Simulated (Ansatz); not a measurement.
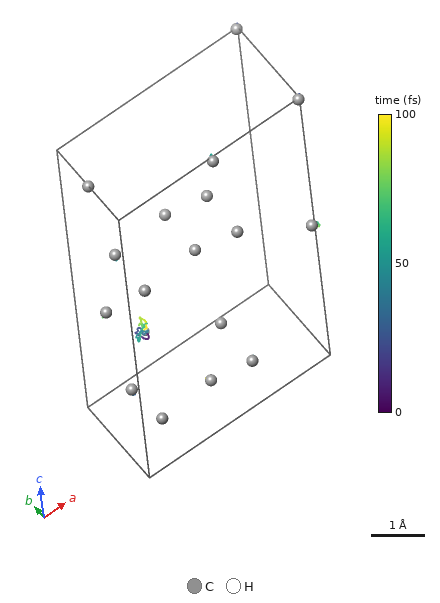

A Born-Oppenheimer molecular dynamics run of C with an interstitial H (17 atoms in the cell), 100 fs long. It starts from the last geometry of an earlier run, with fresh velocities. Lines trace each atom's path, coloured by time; spheres stand at the starting positions. Seen slightly off an axis in the reduced simulation cell.

The calculation used DFT LDA, scalar-relativistic, plane waves, PAW in Ansatz. Settings: plane-wave cutoff 420 eV; k-point mesh 2 × 2 × 2; Fermi-Dirac smearing 0.02 eV; spin collinear; Langevin thermostat (NVT); set temperature 840 K; time step 0.5 fs; friction 1 per fs.

Input
```yaml
crystal:
  lattice:
    - [0.0, 3.57, 3.57]
    - [3.57, 0.0, 3.57]
    - [3.57, 3.57, 0.0]
  atoms:
    - { symbol: C, position: [-0.00625877, -2.375e-05, -0.00392581] }
    - { symbol: C, position: [0.13021592, 0.10669845, 0.13922881] }
    - { symbol: C, position: [-0.01383612, 0.00368229, 0.50889823] }
    - { symbol: C, position: [0.12216442, 0.11704441, 0.63678181] }
    - { symbol: C, position: [0.00090079, 0.49697434, -0.00367243] }
    - { symbol: C, position: [0.13028135, 0.61259421, 0.11350477] }
    - { symbol: C, position: [0.01125716, 0.48304328, 0.5053884] }
    - { symbol: C, position: [0.12661605, 0.60864901, 0.63975936] }
    - { symbol: C, position: [0.5203476, 0.00656693, -0.01993384] }
    - { symbol: C, position: [0.62866318, 0.11354976, 0.12347813] }
    - { symbol: C, position: [0.50673067, -0.02474131, 0.51338796] }
    - { symbol: C, position: [0.63079444, 0.11332979, 0.62390584] }
    - { symbol: C, position: [0.50891327, 0.49356079, 0.00113994] }
    - { symbol: C, position: [0.6240479, 0.59938487, 0.13901554] }
    - { symbol: C, position: [0.50323159, 0.47994213, 0.51399753] }
    - { symbol: C, position: [0.63419618, 0.61563073, 0.62412871] }
    - { symbol: H, position: [0.29229319, 0.82603984, 0.2033733], spin: 1.0 }
magnetization:
  spin_polarized: true
basis:
  ecutwfc: 420.0
kpoints:
  mp_grid: { grid: [2, 2, 2] }
hamiltonian:
  xc: lda
scf:
  occupations: { method: fermi_dirac, width: 0.02 }
  lower_state_search: "off"
  max_iter: 83
md:
  timestep: 0.5
  n_steps: 200
  ensemble: nvt_langevin
  temperature: 840.0
  initial_velocities: maxwell_boltzmann
  seed: 548548
  friction: 1.0
```

Launched with:
```bash
ansatz run input.yaml --threads 1 --pin off --max-ram 3072MiB --backend cpu --events-out ev --progress --plain --runs-dir out
```

**Describe the motion.**

In the second half of the run the atoms are, in the root-mean-square, this far from where they began (common drift taken out): H 0.39 Å, C 0.08 Å. The run lasts only 100 fs, too short to tell vibration from diffusion. Over the second half the temperature averages 842 K (spread ±160 K). The potential energy in the second half lies on average 4.9 meV per atom above the first frame. The friction is so strong that the slow modes are overdamped, and the motion no longer resembles free dynamics.

Limits of the set-up: the k-point mesh is coarse for a cell with partly filled bands; the periodic images lie only 5.0 Å apart, so the values are limited by the cell's size.
